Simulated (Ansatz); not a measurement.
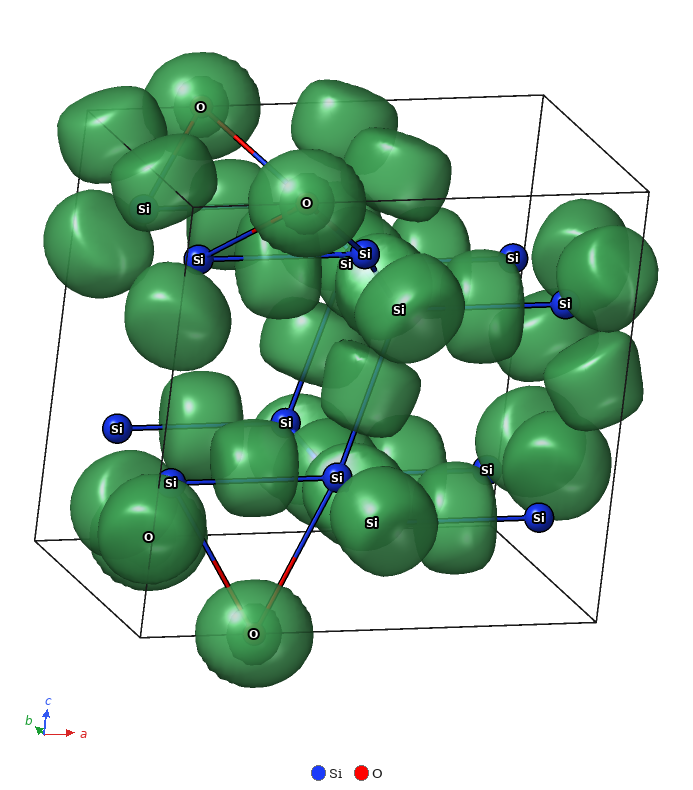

The picture shows: Si₁₆O (cell with a defect). Isosurface of the ELF at 0.75 (green), seen slightly off an axis. Only the valence region is drawn (cores and ρ < 0.01 e/Å³ removed). Sticks mark near contacts.

Method: DFT PBE, scalar-relativistic, plane waves, PAW in Ansatz.

```cif
data_structure
_symmetry_space_group_name_H-M 'P 1'
_symmetry_Int_Tables_number 1
_cell_length_a 6.3650
_cell_length_b 7.7026
_cell_length_c 7.7026
_cell_angle_alpha 120.000
_cell_angle_beta 90.000
_cell_angle_gamma 90.000
_cell_volume 327.04
loop_
_atom_site_label
_atom_site_type_symbol
_atom_site_fract_x
_atom_site_fract_y
_atom_site_fract_z
_atom_site_occupancy
Si1 Si 0.06762 0.16024 0.32047 1
Si2 Si 0.06537 0.66667 0.33333 1
Si3 Si 0.06762 0.16024 0.83976 1
Si4 Si 0.06762 0.67953 0.83976 1
Si5 Si 0.56644 0.83046 0.16954 1
Si6 Si 0.56644 0.33907 0.16954 1
Si7 Si 0.56644 0.83046 0.66093 1
Si8 Si 0.56752 0.33333 0.66667 1
Si9 Si 0.43238 0.16024 0.32047 1
Si10 Si 0.43463 0.66667 0.33333 1
Si11 Si 0.43238 0.16024 0.83976 1
Si12 Si 0.43238 0.67953 0.83976 1
Si13 Si 0.93356 0.83046 0.16954 1
Si14 Si 0.93356 0.33907 0.16954 1
Si15 Si 0.93356 0.83046 0.66093 1
Si16 Si 0.93248 0.33333 0.66667 1
O1 O 0.25000 0.00000 0.00000 1
```

Identify the bonds, lone pairs and shells in this picture.

Answer. The ELF exceeds this value in 32 regions between bonded Si–Si atoms and one region wrapped around O (its valence shell), counted in one cell of 17 atoms. Any copies at cell faces, edges or corners count once. Profiles from the grid: Si–Si (2.32 Å): the ELF peaks at about 0.95 between the atoms. Si–O (2.43 Å): the ELF is about 0.25 at the midpoint (no localised pair shows between them).

Does the calculation give a band gap?

Answer. It is gapless in this calculation (a metal or semimetal).
